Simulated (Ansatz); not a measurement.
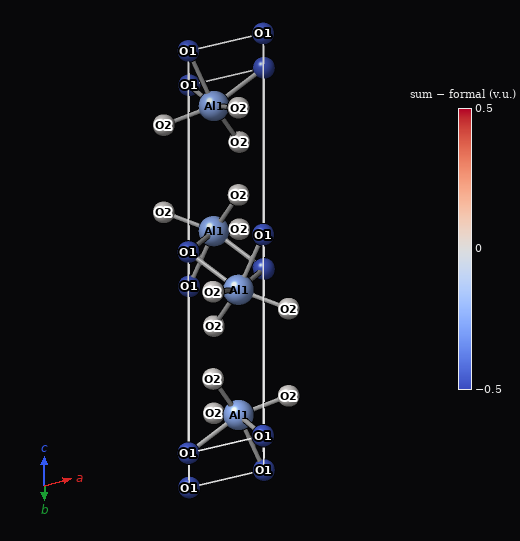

Atoms of Al2O3 (P6_3/mmc) coloured by their computed bond-valence sum less the size of their formal valence (view from a free direction).

Bond valence s = exp((R0 − d)/b), R0 fitted to published crystal structures with b = 0.37 Å, summed over all anions within 5 Å; R0 in Å: Al3+–O 1.637.

Source of the atomic positions: the end point of a relaxation with Ansatz, DFT PBE+D3(BJ), scalar-relativistic, plane waves, PAW; the starting structure was generated, so it need not be a known form of this composition.

```xyz
10
Lattice="2.8709 0.0000 0.0000 -1.4355 2.4863 0.0000 0.0000 0.0000 14.4983" Properties=species:S:1:pos:R:3 pbc="T T T"
Al    1.4355    0.8288    1.3682
Al    0.0000    1.6575   13.1302
Al    0.0000    1.6575    8.6173
Al    1.4355    0.8288    5.8810
O     0.0000    0.0000    0.0000
O     0.0000    1.6575    2.0527
O     1.4355    0.8288   12.4456
O     0.0000    0.0000    7.2492
O     1.4355    0.8288    9.3018
O     0.0000    1.6575    5.1965
```

Site labels: Al1 at 0.667, 0.333, 0.094; O1 at 0.000, 0.000, 0.000; O2 at 0.333, 0.667, 0.142.

Q: Which site departs most from its formal valence?

A: O1, whose sum is 1.54 against 2: by this sum it is underbonded.

Q: Give the sums of all sites.

A:
| site | x, y, z | formal valence | bond-valence sum | difference |
| --- | --- | --- | --- | --- |
| Al1 | 0.667, 0.333, 0.094 | +3 | 2.78 | -0.22 |
| O1 | 0.000, 0.000, 0.000 | −2 | 1.54 | -0.46 |
| O2 | 0.333, 0.667, 0.142 | −2 | 2.01 | 0.01 |

Q: Is the structure strained by this measure?

A: The global instability index (root mean square of the differences over all atoms) is 0.25 v.u.: above 0.2, which by the usual rule of thumb marks a strained structure. Cells relaxed with PBE tend to have slightly long bonds, which lowers the sums.
